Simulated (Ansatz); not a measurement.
Geometry relaxation of Ir (part 2 of 2)

Continued. System: Ir (P6₃/mmc, 2 atoms in the cell). Method: DFT r2SCAN, scalar-relativistic, plane waves, PAW, no spin polarisation (Ansatz 0.2.0); cutoff 500 eV, 12×12×6 k-mesh, Gaussian smearing of 0.1 eV. The structure was made by swapping elements on the sites of another compound; it need not be a known phase. It belongs to a series of runs on one base structure; here: Rh -> Ir on all its sites, cell and atoms relaxed.

Geometry of the input (Å; fractional positions):
```
2.6907  0.0000  0.0000
-1.3453  2.3302  0.0000
0.0000  0.0000  4.3278
Ir 0.6667  0.3333  0.7500
Ir 0.3333  0.6667  0.2500
```

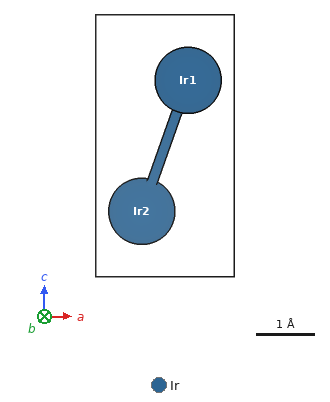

*The geometry at step 2 of the log (ball-and-stick view of the cell of the calculation, along the b axis; atoms are numbered from 1 in the order of the input).*

Log, continued
```
SCF iter   1: F=—  HF=-23897.071601 eV  |F-HF|=—  |Δ(HF+E_count)|=         —  Δρ=3.44e-3  dr2=2.86e-3  dr2_τ=2.78e-1  ethr=8.25e-6  ⟨swp⟩=1.9  Hψ=9541  notcnv=0
preconditioner: auto → none  [metal: Δε(μ)=0.007 eV  Ē_g=8.415 eV  σ=0.100 eV  W_gap=0.04  n_scr=8 (ndim 8)  ℏωp=29.5 eV  f_vac=0.000  D(μ)=2.54/eV (n_scr^D=34)]
SCF iter   2: F=—  HF=-23897.280084 eV  |F-HF|=—  |Δ(HF+E_count)|=   2.08e-1  Δρ=1.86e-3  dr2=7.32e-4  dr2_τ=3.61e-4  ethr=8.25e-6  ⟨swp⟩=2.0  Hψ=3192  notcnv=0
SCF iter   3: F=—  HF=-23897.279987 eV  |F-HF|=—  |Δ(HF+E_count)|=   9.67e-5  Δρ=8.71e-4  dr2=1.02e-4  dr2_τ=1.53e-5  ethr=2.15e-6  ⟨swp⟩=2.2  Hψ=2369  notcnv=0
SCF iter   4: F=—  HF=-23897.280134 eV  |F-HF|=—  |Δ(HF+E_count)|=   1.46e-4  Δρ=3.68e-4  dr2=3.73e-5  dr2_τ=4.61e-6  ethr=2.99e-7  ⟨swp⟩=2.0  Hψ=2744  notcnv=0
SCF iter   5: F=—  HF=-23897.280122 eV  |F-HF|=—  |Δ(HF+E_count)|=   1.17e-5  Δρ=1.27e-4  dr2=4.36e-6  dr2_τ=3.02e-7  ethr=1.10e-7  ⟨swp⟩=2.2  Hψ=2387  notcnv=0
SCF iter   6: F=—  HF=-23897.280122 eV  |F-HF|=—  |Δ(HF+E_count)|=   4.57e-8  Δρ=3.42e-5  dr2=3.12e-7  dr2_τ=2.60e-8  ethr=1.28e-8  ⟨swp⟩=2.1  Hψ=2266  notcnv=0
SCF iter   7: F=—  HF=-23897.280120 eV  |F-HF|=—  |Δ(HF+E_count)|=   2.09e-6  Δρ=1.26e-5  dr2=4.14e-8  dr2_τ=4.36e-9  ethr=9.17e-10  ⟨swp⟩=2.5  Hψ=2533  notcnv=0
SCF iter   8: F=—  HF=-23897.280120 eV  |F-HF|=—  |Δ(HF+E_count)|=   6.13e-9  Δρ=3.08e-6  dr2=2.54e-9  dr2_τ=3.18e-10  ethr=1.22e-10  ⟨swp⟩=2.0  Hψ=2282  notcnv=0
SCF iter   9: F=-23897.280120 eV  HF=-23897.280120 eV  |F-HF|=1.02e-10  |Δ(HF+E_count)|=  2.26e-10  Δρ=8.07e-7  dr2=1.69e-10  dr2_τ=1.99e-11  ethr=5.88e-12  ⟨swp⟩=4.0  Hψ=5189  notcnv=0
SCF 3 converged in 9 iterations: F = -23897.280120 eV  dr2 = 1.69e-10
relax step   3: F+E_penalty+E_count = -23897.28011997 eV  Δ(F+E_penalty+E_count) = -9.163e-2 eV  max|allowed force component| = 1.110e-16 eV/Å  Δτ_max = 0.0000 Å  P = +0.213 GPa  Ω = 28.504 Å³  energy of the carried Pulay correction = -1.029e-3 eV  (9 SCF iters, accepted)
Crystal: 2 atoms, lattice volume = 28.522 Å³
iter 1 solved again at ethr=4.33e-8 eV; its pass at ethr=3.10e-3 eV (dr2=1.47e-5 eV) is discarded
SCF iter   1: F=—  HF=-23897.280237 eV  |F-HF|=—  |Δ(HF+E_count)|=         —  Δρ=4.51e-4  dr2=1.98e-5  dr2_τ=5.11e-4  ethr=4.33e-8  ⟨swp⟩=3.0  Hψ=8848  notcnv=0
preconditioner: auto → none  [metal: Δε(μ)=0.029 eV  Ē_g=8.346 eV  σ=0.100 eV  W_gap=0.16  n_scr=8 (ndim 8)  ℏωp=29.5 eV  f_vac=0.000  D(μ)=2.50/eV (n_scr^D=34)]
SCF iter   2: F=—  HF=-23897.280569 eV  |F-HF|=—  |Δ(HF+E_count)|=   3.32e-4  Δρ=2.16e-4  dr2=3.17e-6  dr2_τ=7.64e-7  ethr=4.33e-8  ⟨swp⟩=2.0  Hψ=2910  notcnv=0
SCF iter   3: F=—  HF=-23897.280569 eV  |F-HF|=—  |Δ(HF+E_count)|=   1.67e-7  Δρ=9.26e-5  dr2=4.39e-7  dr2_τ=7.98e-8  ethr=9.34e-9  ⟨swp⟩=2.2  Hψ=2615  notcnv=0
SCF iter   4: F=-23897.280570 eV  HF=-23897.280570 eV  |F-HF|=7.96e-9  |Δ(HF+E_count)|=   2.33e-7  Δρ=1.45e-5  dr2=2.85e-8  dr2_τ=5.69e-9  ethr=5.88e-10  ⟨swp⟩=5.0  Hψ=6368  notcnv=0
SCF 4 converged in 4 iterations: F = -23897.280570 eV  dr2 = 2.85e-8
relax step   4: F+E_penalty+E_count = -23897.28056951 eV  Δ(F+E_penalty+E_count) = -4.495e-4 eV  max|allowed force component| = 1.110e-16 eV/Å  Δτ_max = 0.0000 Å  P = -0.033 GPa  Ω = 28.522 Å³  energy of the carried Pulay correction = -1.042e-3 eV  (4 SCF iters, dr2 threshold 2.00e-7 eV, accepted)
Basis set: ecut = 500 eV, 701 PW (Γ), exchange–correlation on 80×80×144 points (64 copies of the dense FFT grid, shifted against one another)
Initial wavefunctions: pseudopotential atomic-orbital guess (no wavefunctions were taken with the density)
iter 1 solved again at ethr=1.48e-8 eV; its pass at ethr=3.10e-3 eV (dr2=5.02e-6 eV) is discarded
SCF iter   1: F=—  HF=-23897.281516 eV  |F-HF|=—  |Δ(HF+E_count)|=         —  Δρ=4.49e-4  dr2=2.24e-6  dr2_τ=1.74e-5  ethr=1.48e-8  ⟨swp⟩=4.0  Hψ=11485  notcnv=0
preconditioner: auto → none  [metal: Δε(μ)=0.029 eV  Ē_g=8.346 eV  σ=0.100 eV  W_gap=0.16  n_scr=8 (ndim 8)  ℏωp=29.5 eV  f_vac=0.000  D(μ)=2.49/eV (n_scr^D=34)]
SCF iter   2: F=—  HF=-23897.281668 eV  |F-HF|=—  |Δ(HF+E_count)|=   1.52e-4  Δρ=2.23e-4  dr2=5.07e-7  dr2_τ=4.69e-6  ethr=6.58e-9  ⟨swp⟩=2.3  Hψ=2463  notcnv=0
SCF iter   3: F=—  HF=-23897.281727 eV  |F-HF|=—  |Δ(HF+E_count)|=   5.86e-5  Δρ=1.48e-5  dr2=2.80e-8  dr2_τ=1.90e-8  ethr=1.49e-9  ⟨swp⟩=2.0  Hψ=2287  notcnv=0
SCF iter   4: F=-23897.281727 eV  HF=-23897.281727 eV  |F-HF|=1.91e-8  |Δ(HF+E_count)|=   1.13e-7  Δρ=5.36e-6  dr2=1.39e-9  dr2_τ=1.68e-9  ethr=5.88e-12  ⟨swp⟩=3.0  Hψ=6790  notcnv=0
SCF 5 converged in 4 iterations: F = -23897.281727 eV  dr2 = 1.39e-9
relax step   5: F+E_penalty+E_count = -23897.28172696 eV  Δ(F+E_penalty+E_count) = -1.157e-3 eV  max|allowed force component| = 1.064e-16 eV/Å  Δτ_max = 0.0000 Å  P = -0.007 GPa  Ω = 28.522 Å³  stress off target by 4.58e-1 GPa  SCF on the basis re-selected at this cell (its energy is not comparable with the rows above)  (4 SCF iters)
basis re-selected at this cell: Δ(F+E_penalty+E_count) = -1.157e-3 eV, ΔP = +0.026 GPa vs the last step (what re-selecting the basis moved, of the pressure what is left beyond the Pulay correction that the steps carried, after the strain that the cell walked since its last selection, with what the two solves' SCF thresholds leave and, on support functions, any second-order correction that the steps lacked; it is no measure of the basis error at this ecutwfc). The dense FFT grid was sized anew with the basis: this SCF ran on 20×20×36 points, the steps before it on 20×20×32, so part of this shift can come from that change (see relax.cell in the input reference). This SCF's stress stands 4.58e-1 GPa from its target on what of the cell is left free (relax.cell.stress_tol is 5.00e-1 GPa) and its largest allowed force component is 1.06e-16 eV/Å (relax.f_tol is 5.00e-2 eV/Å): within both
SCF converged after 4 iterations
Free energy (F): -23897.281727 eV
Harris-Foulkes:  -23897.281727 eV  (|F-HF|=1.91e-8)
Internal energy: -23897.269251 eV  (E = F + TS)
E sigma→0 (E₀):  -23897.275489 eV
Entropy (-TS):   -0.012476 eV (-6.238 meV/atom)
Fermi energy:    25.464184 eV
--- Per-component energies (eV) ---
  E_band       = -208.115927
  E_kinetic    = 1247.047064
  E_local      = -2152.115762  (includes V_loc(G=0)·N_el)
  E_nonlocal   = 147.952301
  E_hartree    = 826.997871
  E_xc         = -510.800389
  E_vxc        = -667.021219  (∫ρ·V_xc dr)
  E_paw        = -18499.445890  (= ΣΔE_a)
  E_vpaw       = -479.419067  (= ΣTr[D̂ρ^β])
  E_aug_tail   = -0.000017  (compensation charges beyond the density's cutoff)
  E_vtau       = 41.444702  (kinetic-family band-sum trace: ∫τ·v_τ [+ j·A + Jᵃ·Aᵃ] dr)
  E_ewald      = -4956.270641
  E_core_change = -0.633787  (= ΣΔE_core)
  E_smearing   = -0.012476  (= −TS)
  E_closure    = 0.000000  (closes the sum)
  Σ components = -23897.281727   (vs F -23897.281727, Δ=0.00e0)
--- Forces (eV/Å), atoms counted from 1 ---
  atom   1  Ir     0.00000000    -0.00000000     0.00000000
  atom   2  Ir    -0.00000000     0.00000000     0.00000000
  max |Σ_I F_I| component: 9.25e-18 eV/Å
--- Stress (GPa, compression-positive) ---
       -0.238851       0.000000       0.000000
        0.000000      -0.238851       0.000000
        0.000000       0.000000       0.457556
  P = ⅓ Tr σ = -0.0067 GPa (-0.067 kbar)
--- Band table (eV; the first three rows and the last of 76) ---
  k-point 0: bands = ["-69.5702", "-69.4971", "-26.2445", "-25.5267", "-25.5267", "-25.4153", "-25.4091", "-25.4091", "13.8941", "17.0057", "21.3390", "21.4968", "21.4968", "22.1523", "22.1523", "23.0320", "23.0320", "24.6396", "25.7400", "25.7400", "32.7957"]
  k-point 1: bands = ["-69.5654", "-69.5020", "-26.1911", "-25.5189", "-25.5189", "-25.4731", "-25.4171", "-25.4171", "14.2148", "17.0189", "21.1978", "21.3787", "21.3787", "21.9980", "21.9980", "23.3961", "23.3961", "23.5555", "25.7169", "25.7169", "34.3477"]
  k-point 2: bands = ["-69.5520", "-69.5155", "-26.0438", "-25.6294", "-25.4975", "-25.4975", "-25.4387", "-25.4387", "15.0925", "16.8876", "20.9061", "21.2775", "21.2775", "21.6665", "21.6665", "21.8024", "24.1677", "24.1677", "25.5080", "25.5080", "37.5424"]
  k-point 75: bands = ["-69.4798", "-69.4798", "-26.0743", "-26.0743", "-25.9070", "-25.9070", "-25.5705", "-25.5705", "18.9459", "18.9459", "19.8631", "19.8631", "21.1550", "21.1550", "22.9453", "22.9453", "25.7964", "25.7964", "32.9190", "32.9190", "33.6738"]
--- Relaxed structure (4 steps of the walk, 3 accepted, 1 SCFs on fresh bases) ---
  F+E_penalty+E_count = -23897.28172696 eV   max|allowed force component| = 1.064e-16 eV/Å   (the final SCF, on the basis selected at the relaxed cell)
  cell:  # Å, volume = 28.5220 Å³
    - [2.723286441047784, -2.921729039975824e-11, 0.0]
    - [-1.361643220498589, 2.3584352397437027, 0.0]
    - [0.0, 0.0, 4.440814277748237]
  atoms:
    - { symbol: Ir, position: [0.6666666666666667, 0.33333333333333326, 0.7500000000000001] }
    - { symbol: Ir, position: [0.33333333333333337, 0.6666666666666666, 0.25] }
```

Trajectory as extended XYZ (Å, eV, eV/Å), 5 frames, from step=1 to step=5
```
2
Lattice="2.6907 0.0000 0.0000 -1.3453 2.3302 0.0000 0.0000 0.0000 4.3278" Properties=species:S:1:pos:R:3:forces:R:3 step=1 energy=-23897.18849 pressure_GPa=21.25
Ir    1.3453    0.7767    3.2458    0.0000   0.0000   0.0000
Ir    0.0000    1.5535    1.0819    0.0000   0.0000   0.0000
2
Lattice="2.7786 0.0000 0.0000 -1.3893 2.4064 0.0000 0.0000 0.0000 4.5389" Properties=species:S:1:pos:R:3:forces:R:3 step=2 energy=-23897.15845 pressure_GPa=-19.87 accepted=F
Ir    1.3893    0.8021    3.4042    0.0000   0.0000   0.0000
Ir    0.0000    1.6042    1.1347    0.0000   0.0000   0.0000
2
Lattice="2.7255 0.0000 0.0000 -1.3627 2.3603 0.0000 0.0000 0.0000 4.4310" Properties=species:S:1:pos:R:3:forces:R:3 step=3 energy=-23897.28012 pressure_GPa=0.21
Ir    1.3627    0.7868    3.3232    0.0000   0.0000   0.0000
Ir    0.0000    1.5736    1.1077    0.0000   0.0000   0.0000
2
Lattice="2.7233 0.0000 0.0000 -1.3616 2.3584 0.0000 0.0000 0.0000 4.4408" Properties=species:S:1:pos:R:3:forces:R:3 step=4 energy=-23897.28057 pressure_GPa=-0.03
Ir    1.3616    0.7861    3.3306    0.0000   0.0000   0.0000
Ir    0.0000    1.5723    1.1102    0.0000   0.0000   0.0000
2
Lattice="2.7233 0.0000 0.0000 -1.3616 2.3584 0.0000 0.0000 0.0000 4.4408" Properties=species:S:1:pos:R:3:forces:R:3 step=5 energy=-23897.28173 pressure_GPa=-0.01
Ir    1.3616    0.7861    3.3306    0.0000   0.0000   0.0000
Ir    0.0000    1.5723    1.1102    0.0000   0.0000   0.0000
```

Results in brief

```csv
quantity,value
outcome,converged
space group (tolerance 0.01 Å),P6₃/mmc (194)
electrons treated,34
free energy,−23897.2817 eV
Fermi energy,25.464 eV
gap on the k-point mesh,none (metallic)
pressure,−0.01 GPa
final volume,28.52 Å³
largest force (length of the vector) at the end,under 0.001 eV/Å
final cell,"a = 2.723 Å, b = 2.723 Å, c = 4.441 Å, α = 90.00°, β = 90.00°, γ = 120.00°"
hardware,"1 thread of Intel Xeon @ 2.50GHz (Skylake/Cascade Lake), 189 GiB of memory available, shared host"
wall time,46 s
peak memory,0.43 GiB
```

Notes

Spin–orbit coupling is left out, which matters for Ir.
